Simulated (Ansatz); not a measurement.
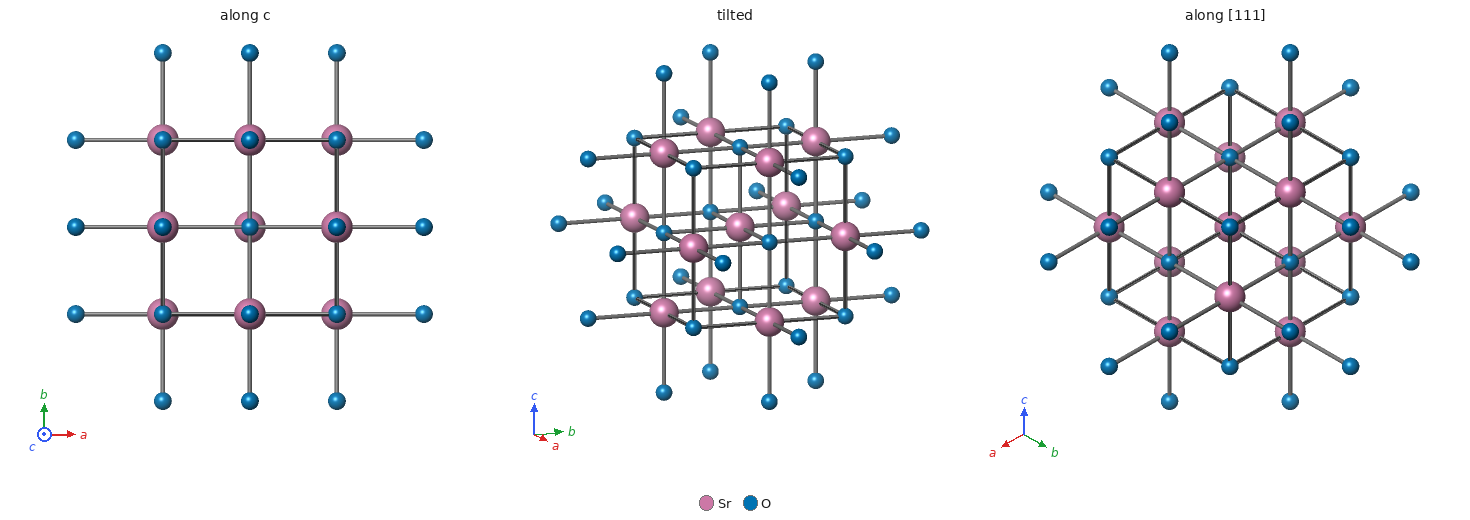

A ball-and-stick rendering, viewed along the c axis, slightly off an axis and along [111]. The box is the conventional unit cell; atoms on or close to its faces, edges and corners are drawn wherever they repeat. A few atoms beyond the faces are included.

Treated as bonds: O–Sr up to 3.27 Å (cut-off distances).

The composition is SrO.

**To which structure type does it belong?**

Rock salt (NaCl type).

**How many neighbours does Sr have, and of what kind?**

Six O in an octahedral arrangement.

**Is the bonded network molecular, chain-like, layered or three-dimensional?**

The bonds build a three-dimensional framework.

The cell started as a structure type known for this compound. The cell was then strained or its atoms displaced on purpose. It was run through Ansatz as a DFT input.
